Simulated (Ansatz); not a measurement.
Cell and atoms:

```cif
data_structure
_symmetry_space_group_name_H-M 'P 1'
_symmetry_Int_Tables_number 1
_cell_length_a 2.9010
_cell_length_b 3.2453
_cell_length_c 3.3497
_cell_angle_alpha 90.000
_cell_angle_beta 90.000
_cell_angle_gamma 90.000
_cell_volume 31.54
loop_
_atom_site_label
_atom_site_type_symbol
_atom_site_fract_x
_atom_site_fract_y
_atom_site_fract_z
_atom_site_occupancy
W1 W 0.00000 0.00000 0.00000 1
W2 W 0.50000 0.50000 0.50000 1
```

> Work out the structure from the coordinates.

The element is tungsten. Its lattice is body-centred orthorhombic, its space group Immm (No. 71). The cell holds two atoms. W is linked to ten W at 2.75 to 2.90 Å. Not all metal-metal contacts are counted. The bonds build a three-dimensional framework.

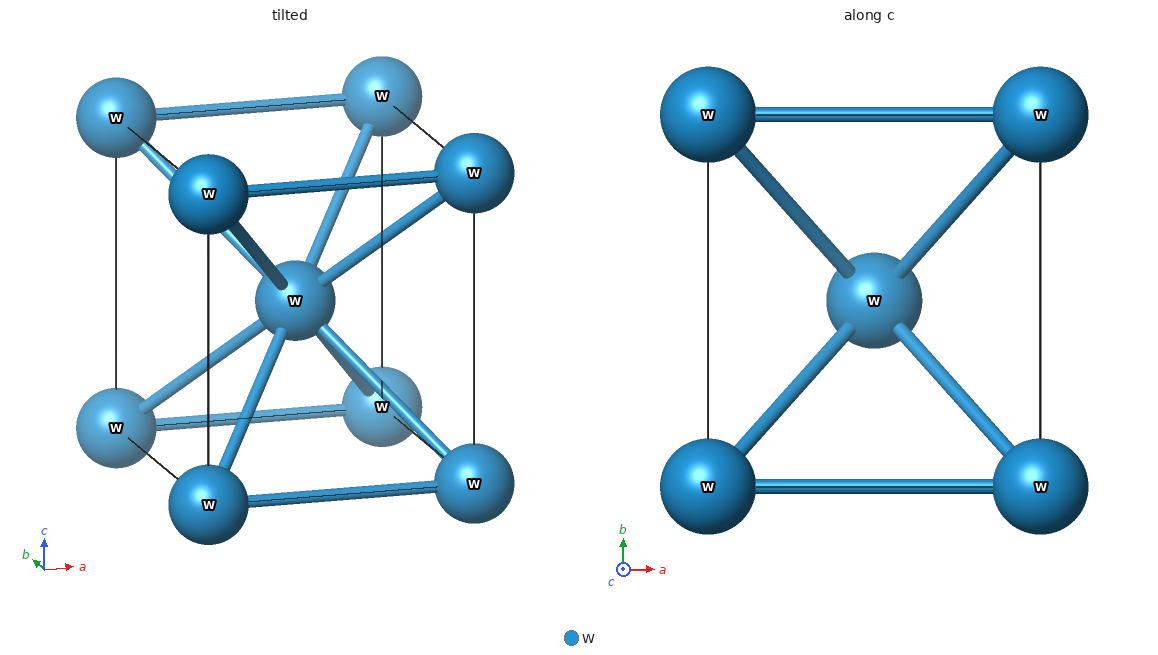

The crystal in a ball-and-stick representation, seen slightly off an axis and along the c axis. Lines trace the edges of the conventional unit cell.

It derives from a structure listed in the Materials Project. It was relaxed with DFT PBE, scalar-relativistic, plane waves, PAW in Ansatz under a constraint or pressure on the cell, so some stress remains.

At this level of theory the cell isn't at rest (compressed, at 10 GPa), so its distances can differ from those at equilibrium, the more so the softer the solid.
